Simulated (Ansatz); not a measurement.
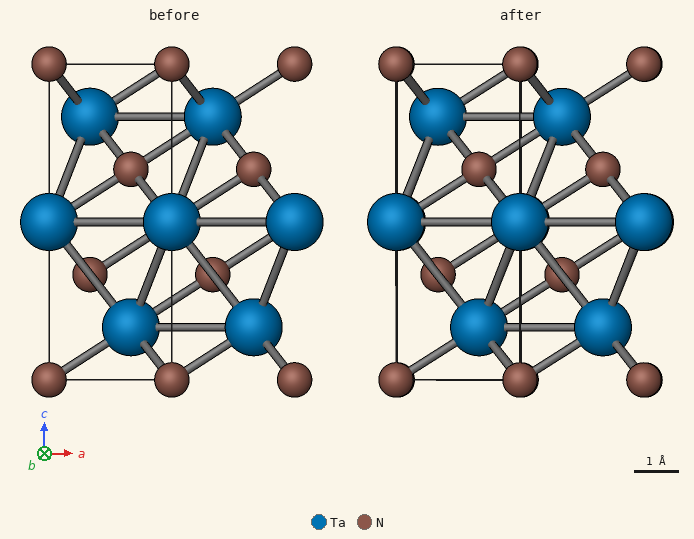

The structure of a crystal of TaN (set up in Immm) before (left) and after (right) a relaxation, at one scale.

The picture is a ball-and-stick view of the reduced cell, repeated 2 × 1 × 1 with one cell outlined, seen along the b axis. Lengths and directions refer to the drawn axes.

Case: film's bulk on the substrate's plane, third vector and atoms relaxed.

These are results of Ansatz, DFT PBE, scalar-relativistic, plane waves, PAW, not measurements.

Input file:
```yaml
crystal:
  lattice:
    - [5.0976115218, 0.0, 0.0]
    - [0.0, 7.2091113498, 0.0]
    - [-2.5488057609, 0.0, 1.6772904036]
  atoms:
    - { symbol: Ta, position: [0.3333333333, 0.1666666667, 0.0] }
    - { symbol: Ta, position: [0.6666666667, 0.8333333333, 0.0] }
    - { symbol: Ta, position: [0.0, 0.5, 0.0] }
    - { symbol: "N", position: [0.0, 0.0, 0.0] }
    - { symbol: "N", position: [0.3333333333, 0.6666666667, 0.0] }
    - { symbol: "N", position: [0.6666666667, 0.3333333333, 0.0] }
basis:
  ecutwfc: 420
kpoints:
  mp_grid: { grid: [7, 5, 20] }
hamiltonian:
  xc: pbe
scf:
  occupations: { method: gaussian, width: 0.1 }
output:
  forces: true
  stress: true
  eigenvalues: true
relax:
  adjacent_minimum: "off"
  f_tol: 0.01
  max_steps: 50
  cell: { fix: [a, b, gamma], stress_tol: 0.1 }
```

Launched with:
```bash
ansatz run input.yaml --threads 4 --pin off --max-ram 10240MiB --backend cpu --events-out ev --progress --plain --runs-dir out
```

> Summarise the run.

The atoms keep their places relative to the cell (all moves are under 0.005 Å). The volume changes by +1.8 %, with a 3.051 → 3.069 Å (+0.6 %), b 3.051 → 3.067 Å (+0.5 %), c unchanged at 7.209 Å, γ 113.3° → 112.4°. Among the contacts that change: Ta1–Ta1 3.355 → 3.416 Å, Ta1–N4 2.231 → 2.254 Å, Ta1–Ta1 (another image) 3.051 → 3.067 Å. The space group stays Immm (No. 71). After 4 accepted moves (6 points after the start) the energy has fallen by 2.7 meV per atom. All forces vanish by symmetry, so only the cell relaxes. Pressure: 21.97 GPa at the start and 16.05 GPa at the end. At 2 points the geometry stayed and the basis and grid were re-selected for the new cell (energy shift of 0.6 meV per atom at most each time). The run took 60 s on 4 threads of Arm Neoverse V2, with other jobs on the host, peak memory 0.82 GiB.
